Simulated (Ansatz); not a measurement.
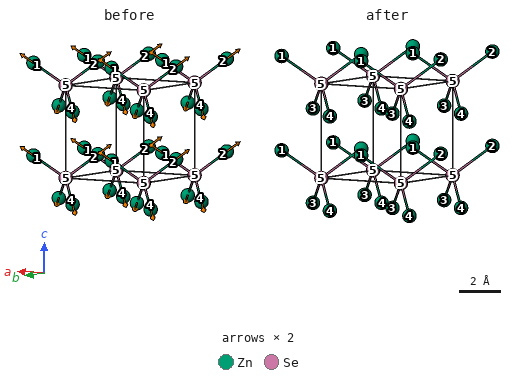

The structure of a crystal of Zn₄Se (a generated structure, set up in P-43m) (coarse preliminary run) before (left) and after (right) a relaxation, at one scale. The orange arrows give the displacements (the part carried along by the change of the cell is left out), magnified 2 times.

Style: ball-and-stick. Shown: the cell of the calculation, from a free direction.

Level of theory: DFT PBE, scalar-relativistic, plane waves, PAW (Ansatz). Settings: plane-wave cutoff 420 eV; k-point mesh 4 × 4 × 4; occupations gaussian; smearing width 0.1 eV; no spin polarisation; cell and atoms relaxed; force threshold 0.04 eV/Å; at most 70 steps.

Describe what moved and what it gained.

Answer. The largest moves relative to the cell, 0.43 Å, are those of Zn1, Zn2, Zn3 and Zn4. Zn2 goes along [−1 −1 1]. Se stays in place. Cell: a = b = c 4.560 → 4.641 Å (+1.8 %). Volume +5.4 %. Among the contacts that change: Zn1–Se5 1.975 → 2.439 Å. The space group stays P-43m (No. 215). The energy falls by 1322 meV per atom in 5 accepted moves (6 points after the start). Largest force component: 5.2 eV/Å at the start, 0.0046 eV/Å at the end. Pressure: 28.94 GPa at the start and −0.02 GPa at the end. The SCF was repeated once at an unchanged geometry on a basis and grid sized afresh for the cell, which shifted the energy by 0.4 meV per atom at most.
